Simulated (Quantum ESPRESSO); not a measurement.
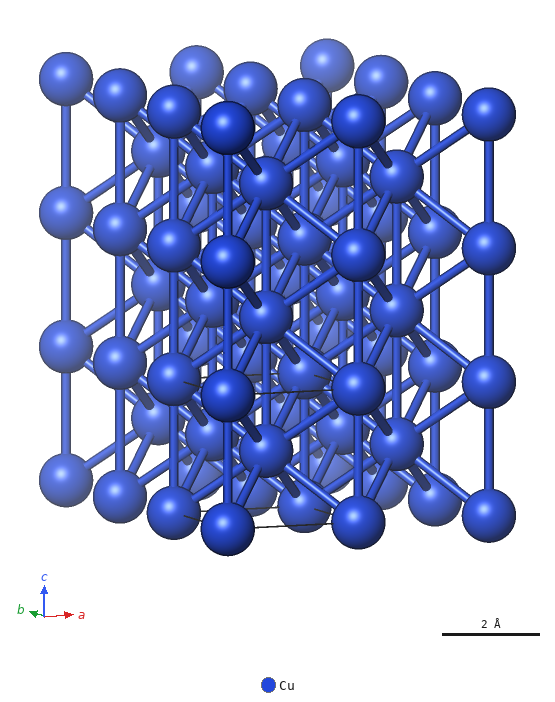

The structure as given in the input (ball-and-stick view of the cell 2 times as large as that of the calculation, set on its symmetry axes, repeated 2 × 3 × 3, seen slightly off an axis).

## Single-point calculation, with input and output: Cu

Cu (I4/mmm, 1 atom in the cell), computed with Kohn-Sham DFT of a periodic cell, PBE, SSSP 1.3 efficiency PBE, no spin polarisation (Quantum ESPRESSO 7.5).

The structure derives from a Materials Project entry. The volume is scaled by 1.04.

Output:
```
This program is part of the open-source Quantum ESPRESSO suite
     for quantum simulation of materials; please cite
         "P. Giannozzi et al., J. Phys.:Condens. Matter 21 395502 (2009);
         "P. Giannozzi et al., J. Phys.:Condens. Matter 29 465901 (2017);
         "P. Giannozzi et al., J. Chem. Phys. 152 154105 (2020);
          URL
     in publications or presentations arising from this work. More details at

     file Cu.paw.z_11.ld1.psl.v1.0.0-low.upf: wavefunction(s)  4S 3D renormalized
     Message from routine setup:
     using ibrav=0 with symmetry is DISCOURAGED, use correct ibrav instead

     G-vector sticks info
     --------------------
     sticks:   dense  smooth     PW     G-vecs:    dense   smooth      PW
     Sum         715     363    125                12569     4425     903

     Using Slab Decomposition

     bravais-lattice index     =            0
     lattice parameter (alat)  =       4.7120  a.u.
     unit-cell volume          =      80.4160 (a.u.)^3
     number of atoms/cell      =            1
     number of atomic types    =            1
     number of electrons       =        11.00
     number of Kohn-Sham states=           11
     kinetic-energy cutoff     =      55.0000  Ry
     charge density cutoff     =     440.0000  Ry
     scf convergence threshold =      2.0E-10
     mixing beta               =       0.5000
     number of iterations used =            8  plain     mixing
     Exchange-correlation= SLA  PW   PBX  PBC
                           (   1   4   3   4   0   0   0)

     celldm(1)=   4.711965  celldm(2)=   0.000000  celldm(3)=   0.000000
     celldm(4)=   0.000000  celldm(5)=   0.000000  celldm(6)=   0.000000

     crystal axes: (cart. coord. in units of alat)
               a(1) = (  -0.586244   0.586244   0.559138 )
               a(2) = (   0.586244  -0.586244   0.559138 )
               a(3) = (   0.586244   0.586244  -0.559138 )

     reciprocal axes: (cart. coord. in units 2 pi/alat)
               b(1) = ( -0.000000  0.852887  0.894234 )
               b(2) = (  0.852887 -0.000000  0.894234 )
               b(3) = (  0.852887  0.852887  0.000000 )

     PseudoPot. # 1 for Cu read from file:
     Cu.paw.z_11.ld1.psl.v1.0.0-low.upf
     Pseudo is Projector augmented-wave + core cor, Zval = 11.0
     Generated using &quot;atomic&quot; code by A. Dal Corso  v.6.3MaX
     Shape of augmentation charge: PSQ
     Using radial grid of 1199 points,  6 beta functions with:
                l(1) =   0
                l(2) =   0
                l(3) =   1
                l(4) =   1
                l(5) =   2
                l(6) =   2
     Q(r) pseudized with 0 coefficients

     atomic species   valence    mass     pseudopotential
     Cu               11.00    63.54600     Cu( 1.00)

     16 Sym. Ops., with inversion, found

   Cartesian axes

     site n.     atom                  positions (alat units)
         1        Cu     tau(   1) = (   0.0000000   0.0000000   0.0000000  )

     number of k points=   196  Fermi-Dirac smearing, width (Ry)=  0.0037

     Number of k-points >= 100: set verbosity='high' to print them.

     Dense  grid:    12569 G-vectors     FFT dimensions: (  32,  32,  32)

     Smooth grid:     4425 G-vectors     FFT dimensions: (  24,  24,  24)

     Initial potential from superposition of free atoms

     starting charge      10.9998, renormalised to      11.0000
     Starting wfcs are    9 randomized atomic wfcs +    2 random wfcs

     Self-consistent Calculation

     iteration #  1     ecut=    55.00 Ry     beta= 0.50
     Davidson diagonalization with overlap
     ethr =  1.00E-02,  avg # of iterations =  4.5

     Threshold (ethr) on eigenvalues was too large:
     Diagonalizing with lowered threshold

     Davidson diagonalization with overlap
     ethr =  5.46E-04,  avg # of iterations =  1.2

     total energy              =    -213.06703780 Ry
     estimated scf accuracy    <       0.05978842 Ry

     iteration #  2     ecut=    55.00 Ry     beta= 0.50
     Davidson diagonalization with overlap
     ethr =  5.44E-04,  avg # of iterations =  2.1

     total energy              =    -213.08215799 Ry
     estimated scf accuracy    <       0.07853251 Ry

     iteration #  3     ecut=    55.00 Ry     beta= 0.50
     Davidson diagonalization with overlap
     ethr =  5.44E-04,  avg # of iterations =  1.0

     total energy              =    -213.09432926 Ry
     estimated scf accuracy    <       0.00016589 Ry

     iteration #  4     ecut=    55.00 Ry     beta= 0.50
     Davidson diagonalization with overlap
     ethr =  1.51E-06,  avg # of iterations =  4.0

     total energy              =    -213.09436686 Ry
     estimated scf accuracy    <       0.00005457 Ry

     iteration #  5     ecut=    55.00 Ry     beta= 0.50
     Davidson diagonalization with overlap
     ethr =  4.96E-07,  avg # of iterations =  1.0

     total energy              =    -213.09437387 Ry
     estimated scf accuracy    <       0.00000006 Ry

     iteration #  6     ecut=    55.00 Ry     beta= 0.50
     Davidson diagonalization with overlap
     ethr =  5.82E-10,  avg # of iterations =  3.8

     total energy              =    -213.09437394 Ry
     estimated scf accuracy    <       0.00000011 Ry

     iteration #  7     ecut=    55.00 Ry     beta= 0.50
     Davidson diagonalization with overlap
     ethr =  5.82E-10,  avg # of iterations =  1.0

     total energy              =    -213.09437396 Ry
     estimated scf accuracy    <          1.3E-09 Ry

     iteration #  8     ecut=    55.00 Ry     beta= 0.50
     Davidson diagonalization with overlap
     ethr =  1.20E-11,  avg # of iterations =  2.0

     End of self-consistent calculation

     Number of k-points >= 100: set verbosity='high' to print the bands.

     the Fermi energy is    12.4685 ev

!    total energy              =    -213.09437396 Ry
     total all-electron energy =     -3309.974140 Ry
     estimated scf accuracy    <          2.3E-12 Ry
     smearing contrib. (-TS)   =      -0.00020254 Ry
     internal energy E=F+TS    =    -213.09417142 Ry

     The total energy is F=E-TS. E is the sum of the following terms:
     one-electron contribution =     -28.41840489 Ry
     hartree contribution      =      30.76490090 Ry
     xc contribution           =     -44.62713197 Ry
     ewald contribution        =     -80.96837590 Ry
     one-center paw contrib.   =     -89.84515956 Ry

     convergence has been achieved in   8 iterations

     Forces acting on atoms (cartesian axes, Ry/au):

     atom    1 type  1   force =     0.00000000    0.00000000    0.00000000

     Total force =     0.000000     Total SCF correction =     0.000000

     Computing stress (Cartesian axis) and pressure

          total   stress  (Ry/bohr**3)                   (kbar)     P=        6.99
   0.00005439   0.00000000   0.00000000            8.00        0.00        0.00
   0.00000000   0.00005439   0.00000000            0.00        8.00        0.00
   0.00000000   0.00000000   0.00003376            0.00        0.00        4.97

=------------------------------------------------------------------------------=
   JOB DONE.
=------------------------------------------------------------------------------=
```

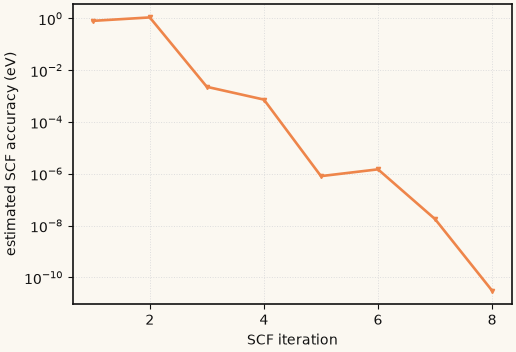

Convergence of the self-consistent field: estimated SCF accuracy against the iteration. The field takes 8 iterations in all.

The run was set up as follows.

Input file:
```
&CONTROL
  calculation = 'scf'
  prefix = 'pwscf'
  outdir = './tmp'
  pseudo_dir = './pseudo'
  tprnfor = .true.
  tstress = .true.
  disk_io = 'nowf'
/
&SYSTEM
  ibrav = 0
  nat = 1
  ntyp = 1
  ecutwfc = 55
  ecutrho = 440
  nbnd = 11
  occupations = 'smearing'
  smearing = 'fd'
  degauss = 0.00367493
/
&ELECTRONS
  conv_thr = 2d-10
  electron_maxstep = 120
  mixing_beta = 0.5
/
ATOMIC_SPECIES
Cu    63.5460 Cu.paw.z_11.ld1.psl.v1.0.0-low.upf
CELL_PARAMETERS angstrom
  -1.4617796199    1.4617796199    1.3941898615
   1.4617796199   -1.4617796199    1.3941898615
   1.4617796199    1.4617796199   -1.3941898615
ATOMIC_POSITIONS crystal
Cu     0.0000000000    0.0000000000    0.0000000000
K_POINTS automatic
13 13 13 0 0 0
```

Launched with:
```bash
OMP_NUM_THREADS=1 pw.x -in pw.in > pw.out
```

Summary:

| quantity | value |
| --- | --- |
| outcome | converged |
| space group (tolerance 0.01 Å) | I4/mmm (139) |
| electrons treated | 11 |
| free energy | −2899.2967 eV |
| Fermi energy | 12.469 eV |
| gap on the k-point mesh | none (metallic) |
| pressure | 0.70 GPa |
| largest force (length of the vector) | under 0.001 eV/Å |
| hardware | 1 thread of Arm Neoverse V1, 24 GiB of memory available, shared host |
| wall time | 21 s |
| peak memory | 0.09 GiB |
